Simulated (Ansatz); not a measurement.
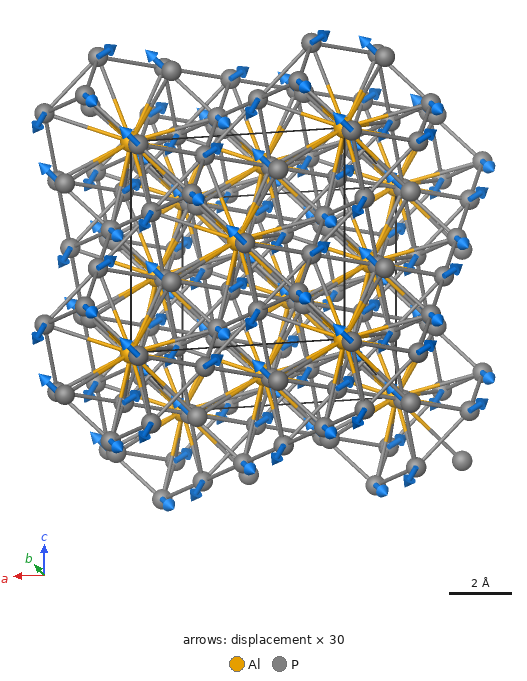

This is a relaxation of crystalline AlP₅ (a generated structure, set up in F-43m). The starting structure is drawn; blue arrows show the displacements (the part carried along by the change of the cell is left out), magnified 30 times.

The picture is a ball-and-stick view of the conventional cell (4 times the calculation's cell), seen from a free direction. Lengths and directions refer to the drawn axes.

Method: Ansatz, DFT PBE, scalar-relativistic, plane waves, PAW. Set-up: plane-wave cutoff 420 eV; k-point mesh 10 × 10 × 10; occupations gaussian; smearing width 0.1 eV; no spin polarisation; cell and atoms relaxed; force threshold 0.01 eV/Å; at most 80 steps.

### Which element moves most?

Phosphorus: up to 0.030 Å, against 0.000 Å for aluminium.

### Describe the change and its energy.

The largest moves relative to the cell, 0.030 Å, are those of P atoms. Al stays in place. Cell: a = b = c 7.136 → 7.168 Å (+0.4 %). Volume +1.3 %. Some distances before and after: P–P 2.525 → 2.585 Å, P–P 2.521 → 2.484 Å, Al–P 2.959 → 2.977 Å, Al–P 3.090 → 3.104 Å. The space group stays F-43m (No. 216). Over 4 accepted moves (5 points after the start) the energy falls by 1.3 meV per atom. The largest force component goes from 0.05 to under 0.0001 eV/Å. The pressure goes from 0.96 to 0.01 GPa. At 1 point the geometry stayed and the basis and grid were re-selected for the new cell (energy shift of less than 0.05 meV per atom at most each time).
